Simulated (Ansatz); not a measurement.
Input of the run:

```
crystal:
  lattice:
    - [3.7565103795, 0.0, 0.0]
    - [-1.8782551897, 3.2532334182, 0.0]
    - [0.0, 0.0, 24.6679447027]
  atoms:
    - { symbol: Si, position: [0.0, 0.0, 0.3445767413] }
    - { symbol: Co, position: [0.6666666667, 0.3333333333, 0.375661393] }
    - { symbol: Si, position: [0.3333333333, 0.6666666667, 0.4067460448] }
    - { symbol: Si, position: [0.6666666667, 0.3333333333, 0.4689153483] }
    - { symbol: Co, position: [0.3333333333, 0.6666666667, 0.5] }
    - { symbol: Si, position: [0.0, 0.0, 0.5310846517] }
    - { symbol: Si, position: [0.3333333333, 0.6666666667, 0.5932539552] }
    - { symbol: Co, position: [0.0, 0.0, 0.624338607] }
    - { symbol: Si, position: [0.6666666667, 0.3333333333, 0.6554232587] }
basis:
  ecutwfc: 420
kpoints:
  mp_grid: { grid: [9, 9, 1] }
hamiltonian:
  xc: pbesol
scf:
  occupations: { method: gaussian, width: 0.1 }
output:
  forces: true
  eigenvalues: true
relax:
  adjacent_minimum: "off"
  f_tol: 0.03
  max_steps: 70
  constraints: [{ sites: [0, 1, 2, 3] }]
efield:
  axis: 3
  dipole_correction: true
  ramp_width: 0.04
```

Command:
```bash
ansatz run input.yaml --threads 2 --pin off --max-ram 5120MiB --backend cpu --events-out ev --progress --plain --runs-dir out
```

What does the potential across the slab give for the work function?

The work function is 5.22 eV at the right face and 5.12 eV at the left. The vacuum levels differ by 0.10 eV, so the slab carries a dipole along its normal. Some atoms were held fixed in the relaxation, which can itself make the faces differ. The outermost atoms are 7.6 Å apart, which leaves 17.0 Å of vacuum in a cell 24.7 Å high.

The run has no spin polarisation, so a magnetic state may lie lower.

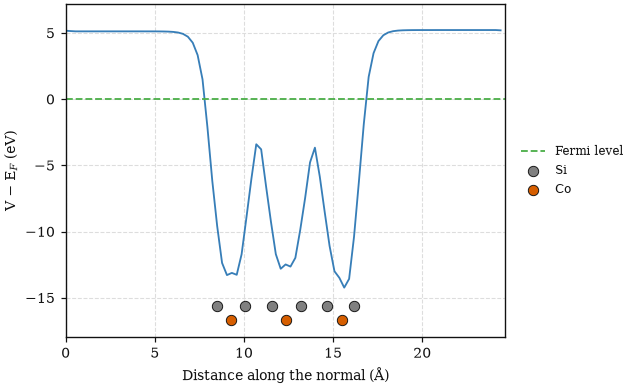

Plane-averaged electrostatic potential energy of an electron across the slab; circles at the bottom mark the heights of the atoms (positions after relaxation).
